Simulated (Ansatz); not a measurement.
**Geometry relaxation, with input and output: Al16N17 (part 3 of 3)**

Al16N17 (defect cell, 33 atoms in the cell); DFT PBE, scalar-relativistic, plane waves, PAW, spin-polarised (Ansatz 0.2.0); cutoff 420 eV, 2×2×2 k-mesh, Gaussian smearing of 0.01 eV, collinear spins. The structure derives from a Materials Project entry. It belongs to a series of runs on one base structure; here: N interstitial, charge +0, atoms relaxed at the host's cell.

**File populations.tsv**
```
# site	symbol	l	j	q_up	q_dn
# orbitals = lowdin
# n_electrons = 133.000000
# spilling = 0.007913
0	Al	0_3S	-	0.284990	0.285530
0	Al	1_3P	-	0.672919	0.672412
1	Al	0_3S	-	0.284986	0.285526
1	Al	1_3P	-	0.672916	0.672409
2	Al	0_3S	-	0.278774	0.283551
2	Al	1_3P	-	0.678806	0.689679
3	Al	0_3S	-	0.281459	0.277563
3	Al	1_3P	-	0.695084	0.675185
4	Al	0_3S	-	0.278763	0.283547
4	Al	1_3P	-	0.678823	0.689684
5	Al	0_3S	-	0.278782	0.283558
5	Al	1_3P	-	0.678818	0.689677
6	Al	0_3S	-	0.284989	0.285530
6	Al	1_3P	-	0.672915	0.672409
7	Al	0_3S	-	0.281461	0.277561
7	Al	1_3P	-	0.695089	0.675179
8	Al	0_3S	-	0.278790	0.283564
8	Al	1_3P	-	0.678837	0.689677
9	Al	0_3S	-	0.278778	0.283559
9	Al	1_3P	-	0.678840	0.689684
10	Al	0_3S	-	0.281446	0.277547
10	Al	1_3P	-	0.695096	0.675195
11	Al	0_3S	-	0.278783	0.283562
11	Al	1_3P	-	0.678851	0.689681
12	Al	0_3S	-	0.284989	0.285529
12	Al	1_3P	-	0.672917	0.672410
13	Al	0_3S	-	0.284990	0.285531
13	Al	1_3P	-	0.672917	0.672411
14	Al	0_3S	-	0.281459	0.277553
14	Al	1_3P	-	0.695118	0.675192
15	Al	0_3S	-	0.284988	0.285529
15	Al	1_3P	-	0.672919	0.672412
16	N	0_2S	-	0.701123	0.699819
16	N	1_2P	-	2.308539	2.298174
17	N	0_2S	-	0.701122	0.699817
17	N	1_2P	-	2.308547	2.298178
18	N	0_2S	-	0.743862	0.714207
18	N	1_2P	-	2.381290	2.057799
19	N	0_2S	-	0.701126	0.699821
19	N	1_2P	-	2.308535	2.298164
20	N	0_2S	-	0.743862	0.714197
20	N	1_2P	-	2.381361	2.057779
21	N	0_2S	-	0.743832	0.714191
21	N	1_2P	-	2.381273	2.057969
22	N	0_2S	-	0.701122	0.699816
22	N	1_2P	-	2.308551	2.298176
23	N	0_2S	-	0.701129	0.699823
23	N	1_2P	-	2.308528	2.298153
24	N	0_2S	-	0.701131	0.699825
24	N	1_2P	-	2.308534	2.298140
25	N	0_2S	-	0.701132	0.699826
25	N	1_2P	-	2.308523	2.298144
26	N	0_2S	-	0.701124	0.699818
26	N	1_2P	-	2.308545	2.298168
27	N	0_2S	-	0.701132	0.699827
27	N	1_2P	-	2.308521	2.298144
28	N	0_2S	-	0.701123	0.699819
28	N	1_2P	-	2.308543	2.298170
29	N	0_2S	-	0.701124	0.699819
29	N	1_2P	-	2.308545	2.298169
30	N	0_2S	-	0.743914	0.714223
30	N	1_2P	-	2.381351	2.057520
31	N	0_2S	-	0.701125	0.699820
31	N	1_2P	-	2.308541	2.298163
32	N	0_2S	-	0.867617	0.855310
32	N	1_2P	-	2.554046	1.192933
```

**Trajectory as extended XYZ (Å, eV, eV/Å), 5 frames, from step=1 to step=5**
```
33
Lattice="4.4032 -4.4032 4.4032 -4.4032 4.4032 4.4032 -4.4032 -4.4032 -4.4032" Properties=species:S:1:pos:R:3:forces:R:3 step=1 energy=-15158.45173
Al   -2.2016    2.2016    4.4032    0.0450  -0.0567   0.3199
Al   -4.4032   -2.2016    2.2016   -0.5116   0.0012   0.0334
Al   -2.1978   -2.1607    4.3444    0.3103  -1.2376   0.1556
Al   -4.4032   -4.4032   -4.4032    0.2663   0.4625   0.1801
Al   -2.2287   -4.3065   -2.2214    2.1433  -4.7292  -1.5981
Al   -4.4962    2.1528    2.3001    2.5557   0.8908  -1.2385
Al    2.2016   -2.2016    4.4032   -0.1288   0.1039  -0.1347
Al    0.0000   -4.4032    0.0000   -0.0982  -0.2467  -0.5110
Al    2.1651   -4.5537    2.1636    0.5775   4.7648   0.7373
Al   -4.3618   -2.2434   -2.1750   -0.7569   0.3331  -0.5432
Al    0.0000    0.0000    4.4032   -0.0067  -0.5167   0.4569
Al   -2.1607   -2.2921    0.0423   -1.2336   1.6163  -1.0838
Al   -2.2016   -4.4032    2.2016   -0.3990  -0.5320   0.0173
Al    0.0000   -2.2016    2.2016    0.6305   0.0993   0.2108
Al   -4.4032    0.0000    0.0000    0.6182  -0.2601  -0.2549
Al   -2.2016    0.0000    2.2016   -0.0962   0.1709  -0.2271
N     1.1008   -1.1008    1.1008   -0.1478   0.1311  -0.2945
N    -1.1008   -5.5040   -1.1008    0.0354   0.2908   0.0319
N     1.1834   -5.4994    1.0711   -5.1123   1.4106  -3.6077
N    -1.1008    1.1008    1.1008    0.3026   0.0402   0.2929
N    -3.2481   -3.4440   -1.2105   -4.9305   0.9608   5.8741
N    -1.0941   -0.9943   -1.1852    3.2044   1.0339   5.2986
N     1.1008   -1.1008    5.5040   -0.3655  -0.2351   0.3921
N    -1.1008   -3.3024    1.1008    0.6166  -0.4581   0.3759
N     1.1008   -3.3024    3.3024   -0.1637  -0.6004  -0.4026
N    -5.5040   -1.1008   -1.1008    0.5414  -0.2060  -0.2411
N    -1.1008    1.1008    5.5040   -0.0634  -0.3036  -0.2823
N    -3.3024   -1.1008    1.1008    0.5589  -0.7244  -0.4076
N    -3.3024   -3.3024    3.3024    0.4722   0.1928   0.1499
N    -1.1008   -1.1008    3.3024    0.0908   0.1044  -0.2959
N    -5.4399    1.0284    1.1918    1.9770  -1.6554  -4.3522
N    -3.3024    1.1008    3.3024   -0.1169  -0.0404   0.4037
N    -2.1301   -2.1683   -2.2360   -0.8151  -0.8053   0.5453
33
Lattice="4.4032 -4.4032 4.4032 -4.4032 4.4032 4.4032 -4.4032 -4.4032 -4.4032" Properties=species:S:1:pos:R:3:forces:R:3 step=2 energy=-15161.13672
Al   -2.1941    2.2012    4.3994   -0.0330  -0.0359   0.0971
Al   -4.4121   -2.2150    2.2028   -0.1217   0.0086  -0.0366
Al   -2.2217   -2.1573    4.3825    0.3707  -0.9051   0.1574
Al   -4.3364   -4.3421   -4.3548   -0.0959  -0.1315  -0.1002
Al   -2.2282   -4.3439   -2.1917    1.2955  -2.5968  -0.9278
Al   -4.4748    2.1743    2.2405    1.5729   0.5935  -0.6327
Al    2.2008   -2.2159    4.3982    0.0113   0.0705  -0.0104
Al   -0.0485   -4.3503   -0.0613    0.2192  -0.2956   0.1509
Al    2.1936   -4.5053    2.1904    0.2575   2.7267   0.2124
Al   -4.3644   -2.2382   -2.1834   -0.3816   0.3017  -0.2963
Al   -0.0520   -0.0764    4.4560    0.2400   0.1810  -0.1560
Al   -2.1844   -2.2553    0.0124   -0.5997   0.9002  -0.6911
Al   -2.1972   -4.4171    2.1943   -0.0373  -0.0684   0.0321
Al    0.0116   -2.2023    2.2007    0.0647  -0.0113  -0.0128
Al   -4.3488   -0.0571   -0.0401   -0.0234   0.0639  -0.0033
Al   -2.2093    0.0007    2.1943    0.0283   0.0294  -0.0153
N     1.1170   -1.1078    1.1049   -0.0470   0.2233  -0.0460
N    -1.1060   -5.5216   -1.1029   -0.0473   0.3272  -0.0766
N     1.1001   -5.4040    1.0363   -2.8055   0.5402  -1.9210
N    -1.0975    1.1107    1.1174    0.2690  -0.0395  -0.0001
N    -3.3342   -3.4852   -1.1193   -2.3861   0.7681   3.0137
N    -1.0111   -0.9509   -1.1034    1.4163   0.2486   2.7519
N     1.1154   -1.1232    5.5104   -0.5854  -0.2142   0.2602
N    -1.1179   -3.2789    1.0898    0.4856  -0.5169   0.1861
N     1.1052   -3.3096    3.2893    0.0848  -0.4177  -0.1229
N    -5.4907   -1.1186   -1.1199    0.3296  -0.0869  -0.0435
N    -1.1055    1.0991    5.4989   -0.0688  -0.3860   0.0579
N    -3.2874   -1.1338    1.1053    0.2160  -0.1598  -0.4460
N    -3.2675   -3.2854    3.2964   -0.0416  -0.0133   0.2260
N    -1.1283   -1.1277    3.2949    0.3041   0.2442  -0.0009
N    -5.4107    0.9675    1.1182    0.8131  -0.5560  -2.2851
N    -3.3039    1.1273    3.2791   -0.1165  -0.2390   0.2660
N    -2.1454   -2.1646   -2.2187   -0.5878  -0.5527   0.4123
33
Lattice="4.4032 -4.4032 4.4032 -4.4032 4.4032 4.4032 -4.4032 -4.4032 -4.4032" Properties=species:S:1:pos:R:3:forces:R:3 step=3 energy=-15162.32279
Al   -2.1934    2.1901    4.4015    0.0095   0.0354  -0.0523
Al   -4.3988   -2.2114    2.1950    0.0755  -0.0006  -0.0090
Al   -2.1984   -2.2110    4.3978    0.0272   0.0743   0.0490
Al   -4.3164   -4.3366   -4.3278    0.0067   0.0626  -0.0205
Al   -2.2013   -4.4041   -2.1969    0.0779  -0.0332  -0.0903
Al   -4.4024    2.1958    2.2049   -0.0452   0.0051  -0.0440
Al    2.2107   -2.2081    4.4003   -0.0171  -0.0725   0.0106
Al   -0.0666   -4.3428   -0.0799   -0.0387   0.1410   0.0249
Al    2.2082   -4.4235    2.2042    0.0291   0.0207  -0.0524
Al   -4.3818   -2.2110   -2.2031   -0.0548   0.0189  -0.0136
Al   -0.0655   -0.0791    4.4721   -0.1071  -0.1455   0.0202
Al   -2.1955   -2.2054   -0.0186    0.0266  -0.0647   0.0932
Al   -2.1971   -4.4147    2.1914    0.0712   0.0620   0.0385
Al    0.0065   -2.2098    2.1959   -0.0596  -0.0298  -0.0164
Al   -4.3307   -0.0740   -0.0752   -0.0051  -0.0409   0.0341
Al   -2.1936   -0.0086    2.1946   -0.0058  -0.0215  -0.0002
N     1.1282   -1.1072    1.1179    0.0386   0.0082   0.0017
N    -1.1104   -5.5106   -1.1241   -0.0430   0.0084  -0.0194
N     0.9918   -5.3977    0.9734    0.0410  -0.0405   0.0375
N    -1.0858    1.1124    1.1204   -0.0034   0.0157  -0.0698
N    -3.4082   -3.4381   -0.9888   -0.0079   0.0864  -0.0249
N    -0.9705   -0.9922   -0.9742   -0.0107  -0.0068  -0.1544
N     1.1027   -1.1281    5.5184   -0.0371  -0.0421  -0.0131
N    -1.1170   -3.2898    1.0884    0.0695  -0.0633  -0.0187
N     1.1224   -3.3155    3.2806    0.0559   0.0238   0.0250
N    -5.4909   -1.1264   -1.1270   -0.0199  -0.0280   0.0780
N    -1.1124    1.0843    5.5193   -0.0303   0.0007   0.0330
N    -3.2781   -1.1268    1.0872   -0.0820   0.0440   0.0239
N    -3.2734   -3.2930    3.2980   -0.1014  -0.0374   0.0121
N    -1.1153   -1.1286    3.2996    0.0726   0.0379   0.0274
N    -5.3975    0.9872    0.9835    0.0488  -0.0294   0.0888
N    -3.2969    1.1082    3.2788   -0.0453   0.0165   0.0085
N    -2.2069   -2.1907   -2.1908    0.0635  -0.0057  -0.0073
33
Lattice="4.4032 -4.4032 4.4032 -4.4032 4.4032 4.4032 -4.4032 -4.4032 -4.4032" Properties=species:S:1:pos:R:3:forces:R:3 step=4 energy=-15162.32957
Al   -2.1962    2.1935    4.3996    0.0107  -0.0015   0.0037
Al   -4.3965   -2.2096    2.1983   -0.0094   0.0057  -0.0054
Al   -2.1954   -2.2081    4.4059    0.0092  -0.0234   0.0339
Al   -4.3234   -4.3374   -4.3345    0.0041   0.0022   0.0155
Al   -2.1961   -4.4041   -2.2047    0.0097   0.0135  -0.0006
Al   -4.4041    2.1950    2.1992   -0.0083  -0.0177  -0.0227
Al    2.2081   -2.2094    4.3999   -0.0071   0.0064  -0.0057
Al   -0.0666   -4.3376   -0.0765    0.0052  -0.0162  -0.0127
Al    2.2081   -4.4190    2.1984   -0.0038   0.0039  -0.0017
Al   -4.3901   -2.2098   -2.2048    0.0218  -0.0064   0.0084
Al   -0.0688   -0.0826    4.4740    0.0192   0.0097   0.0040
Al   -2.1942   -2.2102   -0.0120   -0.0259   0.0023  -0.0168
Al   -2.1949   -4.4104    2.1985   -0.0077  -0.0127   0.0022
Al    0.0059   -2.2094    2.1971    0.0182  -0.0011   0.0139
Al   -4.3228   -0.0818   -0.0767   -0.0160   0.0204   0.0109
Al   -2.1946   -0.0079    2.1977   -0.0126   0.0053  -0.0038
N     1.1257   -1.1040    1.1150   -0.0148  -0.0051   0.0024
N    -1.1128   -5.5074   -1.1225    0.0039   0.0006  -0.0016
N     0.9931   -5.3968    0.9817   -0.0275   0.0226  -0.0135
N    -1.0900    1.1117    1.1151    0.0026  -0.0070   0.0064
N    -3.4133   -3.4293   -0.9885    0.0077   0.0273   0.0039
N    -0.9774   -0.9924   -0.9912   -0.0035   0.0020   0.0329
N     1.1031   -1.1274    5.5195   -0.0022   0.0087   0.0016
N    -1.1126   -3.2925    1.0927   -0.0013   0.0138  -0.0008
N     1.1259   -3.3145    3.2806   -0.0074  -0.0045  -0.0089
N    -5.4936   -1.1273   -1.1213    0.0076   0.0013  -0.0264
N    -1.1137    1.0889    5.5193    0.0034  -0.0085  -0.0001
N    -3.2775   -1.1274    1.0927    0.0221  -0.0117  -0.0063
N    -3.2770   -3.2908    3.3040   -0.0018  -0.0086  -0.0196
N    -1.1131   -1.1275    3.3027   -0.0034   0.0007  -0.0058
N    -5.3817    0.9780    0.9827    0.0029  -0.0018  -0.0174
N    -3.3008    1.1117    3.2796    0.0091  -0.0101   0.0142
N    -2.1970   -2.2109   -2.2044   -0.0045  -0.0098   0.0160
33
Lattice="4.4032 -4.4032 4.4032 -4.4032 4.4032 4.4032 -4.4032 -4.4032 -4.4032" Properties=species:S:1:pos:R:3:forces:R:3 step=5 energy=-15162.32992
Al   -2.1953    2.1936    4.3997    0.0003   0.0006  -0.0003
Al   -4.3969   -2.2096    2.1980    0.0012   0.0002   0.0004
Al   -2.1953   -2.2096    4.4076    0.0001   0.0002   0.0006
Al   -4.3233   -4.3375   -4.3332    0.0018   0.0015   0.0018
Al   -2.1954   -4.4032   -2.2050    0.0014   0.0009  -0.0016
Al   -4.4049    2.1937    2.1981   -0.0005  -0.0013  -0.0005
Al    2.2079   -2.2095    4.3997    0.0004  -0.0005  -0.0002
Al   -0.0672   -4.3376   -0.0771   -0.0004   0.0005  -0.0003
Al    2.2079   -4.4194    2.1982   -0.0008   0.0013  -0.0006
Al   -4.3887   -2.2096   -2.2050   -0.0005   0.0009  -0.0006
Al   -0.0674   -0.0816    4.4733   -0.0010  -0.0019   0.0008
Al   -2.1953   -2.2096   -0.0117    0.0003  -0.0004   0.0017
Al   -2.1952   -4.4111    2.1980    0.0004   0.0000   0.0008
Al    0.0063   -2.2095    2.1980    0.0000  -0.0004   0.0006
Al   -4.3232   -0.0815   -0.0771   -0.0007   0.0001   0.0003
Al   -2.1952   -0.0079    2.1980   -0.0008  -0.0010   0.0001
N     1.1258   -1.1041    1.1159   -0.0011  -0.0006  -0.0004
N    -1.1131   -5.5074   -1.1230   -0.0008  -0.0001   0.0002
N     0.9913   -5.3961    0.9813    0.0006   0.0002   0.0011
N    -1.0898    1.1116    1.1159   -0.0002  -0.0009  -0.0006
N    -3.4121   -3.4265   -0.9883    0.0001   0.0020   0.0000
N    -0.9785   -0.9929   -0.9884   -0.0013  -0.0004  -0.0013
N     1.1025   -1.1274    5.5191    0.0002   0.0001   0.0004
N    -1.1131   -3.2917    1.0926   -0.0003   0.0004  -0.0008
N     1.1257   -3.3149    3.2802    0.0015   0.0003  -0.0006
N    -5.4930   -1.1274   -1.1229   -0.0006  -0.0016  -0.0007
N    -1.1132    1.0882    5.5192    0.0002   0.0000   0.0001
N    -3.2774   -1.1274    1.0927    0.0012  -0.0011  -0.0005
N    -3.2774   -3.2917    3.3034   -0.0010  -0.0010  -0.0005
N    -1.1131   -1.1274    3.3034    0.0001   0.0003  -0.0008
N    -5.3818    0.9770    0.9813    0.0011  -0.0010  -0.0001
N    -3.3006    1.1115    3.2802   -0.0004   0.0006   0.0002
N    -2.1953   -2.2100   -2.2051   -0.0005   0.0022   0.0012
```

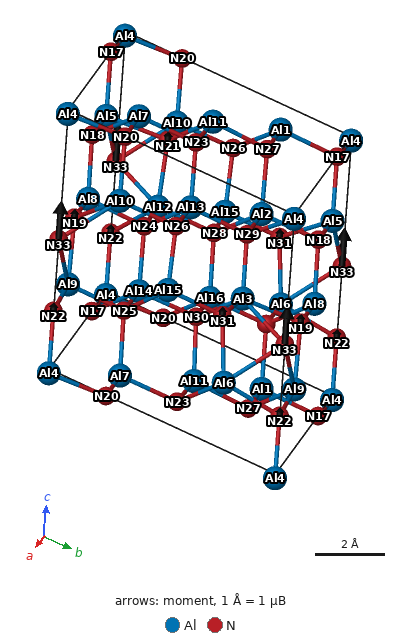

Figure 1. Magnetic moments of the sites as black arrows (ball-and-stick view of the cell of the calculation, seen slightly off an axis; atoms are numbered from 1 in the order of the input); small moments hardly show. The run is collinear, so the axis drawn is arbitrary. Site moments: N33 (1.15 μB); N19, N21, N22, N31 (0.26 μB). They are counted near the atoms and needn't add up to the moment of the cell.

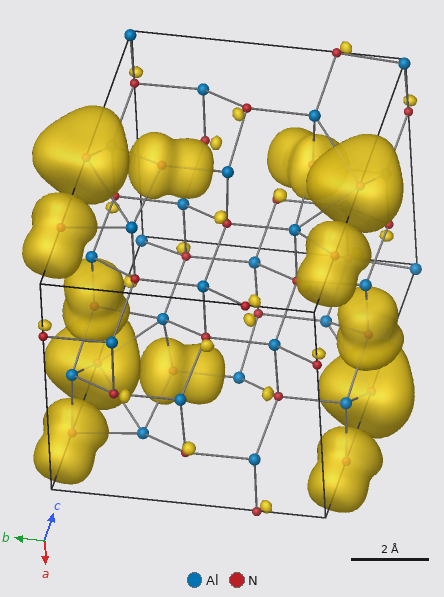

Figure 2. Isosurfaces of the spin density (up minus down) at +0.02 (yellow) and −0.02 e/Å³ (cyan), seen at an oblique angle. Sticks mark near contacts. The outline is the calculation cell. The spin density sits on N: +1.1 μB in one cell of 33 atoms. The cell of the calculation (33 atoms) carries 3.0 μB net. Only one sign reaches the isovalue. Core electrons are frozen (PAW), so the fields are smoothed inside the atomic spheres.

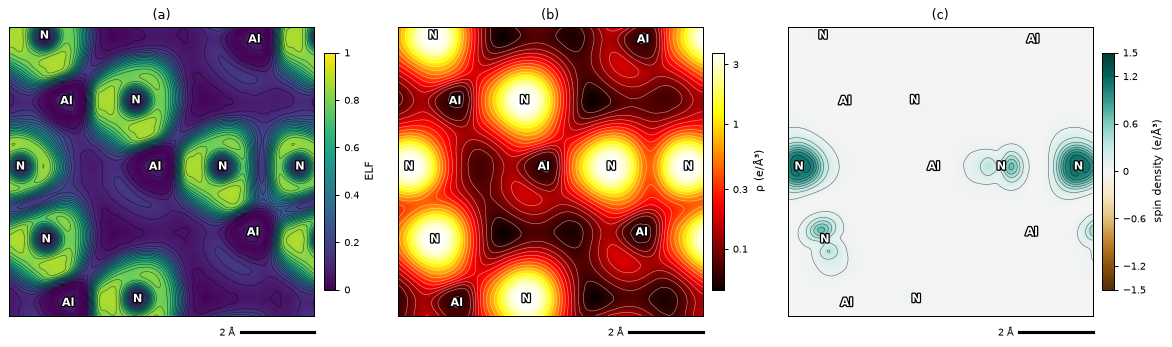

Figure 3. (a) ELF; (b) valence electron density; (c) magnetisation density (up minus down) on the (010) plane of the calculation cell. Al–N (1.83 Å): ρ is about 0.73 e/Å³ halfway; the ELF is about 0.90 at the midpoint. Al–N (1.89 Å): ρ at the midpoint is about 0.69 e/Å³; the ELF is about 0.85 at the midpoint. Al–N (1.98 Å): ρ is about 0.59 e/Å³ halfway; the ELF peaks at about 0.90 between the atoms, which marks a shared but strongly polarised pair. Away from the nuclei the density in this plane falls to 0.05 e/Å³ at its lowest. The spin density sits on N: +1.1 μB in one cell of 33 atoms. The cell of the calculation (33 atoms) carries 3.0 μB net.
